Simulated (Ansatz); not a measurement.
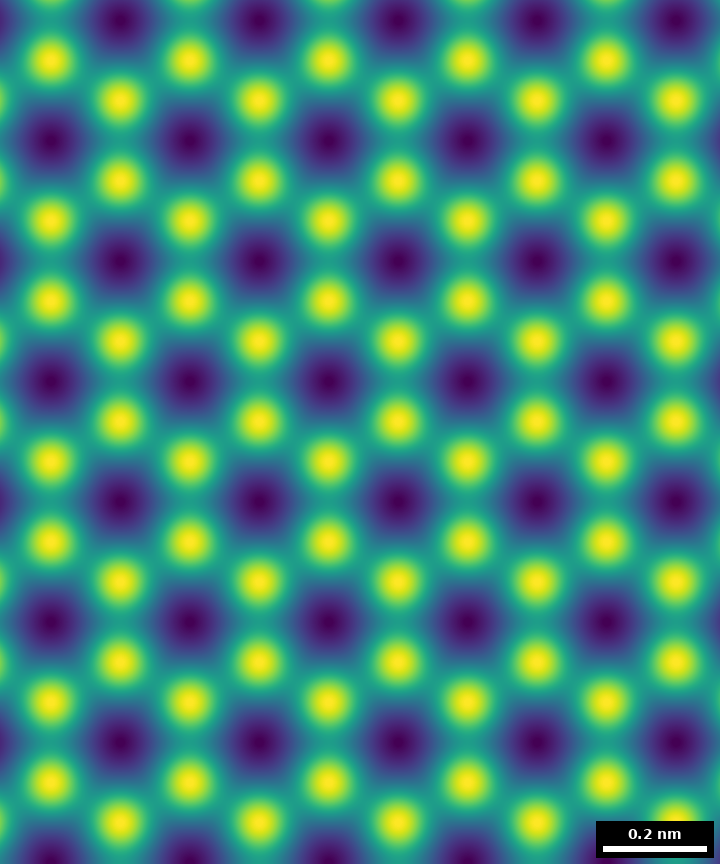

iDPC-like image of Ir (P6_3/mmc, No. 194). Simulated as the projected potential of neutral atoms (B = 0.3 Å²) blurred by a 0.82 Å probe, the thin-sample limit of integrated differential phase contrast. The display is stretched by a gamma of 0.65; percentages refer to the linear signal. Structure: the end point of a relaxation at fixed volume with Ansatz, DFT r2SCAN, scalar-relativistic, plane waves, PAW; the starting structure was generated, so it need not be a known form of this composition.

```cif
data_structure
_symmetry_space_group_name_H-M 'P 1'
_symmetry_Int_Tables_number 1
_cell_length_a 2.7012
_cell_length_b 2.7012
_cell_length_c 4.3726
_cell_angle_alpha 90.000
_cell_angle_beta 90.000
_cell_angle_gamma 120.000
_cell_volume 27.63
loop_
_atom_site_label
_atom_site_type_symbol
_atom_site_fract_x
_atom_site_fract_y
_atom_site_fract_z
_atom_site_occupancy
Ir1 Ir 0.33333 0.66667 0.75000 1
Ir2 Ir 0.66667 0.33333 0.25000 1
```

Along which zone axis is the crystal seen: [001], [310], [101] or [201]? (Directions equivalent by symmetry count as one.)

[001]. The projected cells are 2.70 × 2.70 Å, 120° for [001]; 0.88 × 4.37 Å, 90° for [310]; 2.30 × 2.61 Å, 116° for [101]; 1.70 × 2.49 Å, 110° for [201], and the image repeats as the [001] one does.
